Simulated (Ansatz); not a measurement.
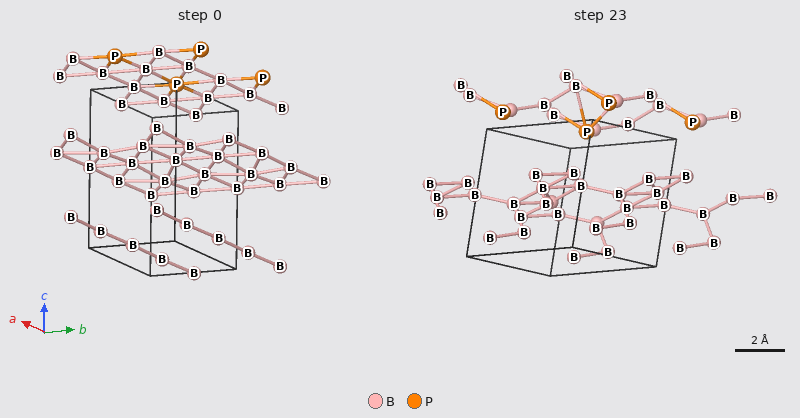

The structure of solid B$_{7}$P (a generated structure, set up in P1) (coarse preliminary run) before (left) and after (right) a relaxation, at one scale.

Style: ball-and-stick. Shown: the cell of the calculation, repeated 2 × 2 × 1 with one cell outlined, from a free direction.

Level of theory: DFT PBE, scalar-relativistic, plane waves, PAW in Ansatz.

Input
```yaml
crystal:
  lattice:
    - [3.6875845393, -0.0370214675, -0.0289467603]
    - [-1.875853801, 3.1460638615, -0.0229402361]
    - [-0.0584459793, -0.0872275611, 7.3690920003]
  atoms:
    - { symbol: B, position: [0.5246995547, 0.0188074231, -0.0097750216] }
    - { symbol: B, position: [-0.0006593007, 0.5091922557, -0.0041922525] }
    - { symbol: B, position: [0.4804891583, 0.4820256434, -0.0014445848] }
    - { symbol: B, position: [0.5221943275, -0.0064323642, 0.5072753281] }
    - { symbol: B, position: [0.0115312931, 0.5021635175, 0.5116316625] }
    - { symbol: B, position: [0.4701000589, 0.4991396283, 0.4939118825] }
    - { symbol: B, position: [1.0143079347, 0.0122860358, 0.5083559112] }
    - { symbol: P, position: [0.9773369734, -0.0171821397, -0.0057629253] }
basis:
  ecutwfc: 420
kpoints:
  mp_grid: { grid: [6, 6, 4] }
hamiltonian:
  xc: pbe
scf:
  occupations: { method: gaussian, width: 0.2 }
  lower_state_search: "off"
output:
  forces: true
  stress: true
  eigenvalues: true
relax:
  adjacent_minimum: "off"
  f_tol: 0.025
  max_steps: 60
  cell: { stress_tol: 0.25 }
```

Launched with:
```bash
ansatz run input.yaml --threads 1 --pin off --max-ram 2048MiB --backend cpu --events-out ev --progress --plain --runs-dir out
```

Q: What changed between the two?

A: The run was cut off at its time limit before the relaxation converged, so the last structure is only a point on the way. The energy falls by 6.962 eV per cell of the calculation in 23 geometry steps. The largest force component goes from 2.3 to 0.58 eV/Å. Pressure: 6.75 GPa at the start and −0.10 GPa at the end. The atom that moves furthest relative to the cell is B1 (1.56 Å along [0 1 1]). Largest moves by element: B 1.56 Å, P 0.55 Å. The drawn cell changes as follows: a 3.688 → 4.361 Å (+18.2 %), b 3.663 → 4.422 Å (+20.7 %), c 7.370 → 6.180 Å (−16.1 %), α 90.7° → 79.2°, β 90.9° → 103.5°, γ 121.4° → 138.8°; the volume changes by −10.1 %. Near-neighbour distances that change, for instance: B1–B5 4.175 → 1.841 Å, B1–B6 4.141 → 1.873 Å, B2–B4 4.138 → 2.032 Å, B1–B4 3.813 → 1.767 Å. New bonds form: B1–B4 (3.81 → 1.77 Å), B1–B5 (4.17 → 1.84 Å), B1–B6 (4.14 → 1.87 Å), B2–B5 (3.80 → 1.88 Å). Bonds break: B1–P8 (1.74 → 3.72 Å), B2–P8 (1.89 → 3.05 Å), B5–B6 (1.70 → 2.71 Å). Bond angles that change, for instance: B3–P8–B3 177.8° → 105.9°, P8–B3–P8 177.8° → 105.9°, B5–B4–B6 112.3° → 176.9°. The space group stays P1 (No. 1).
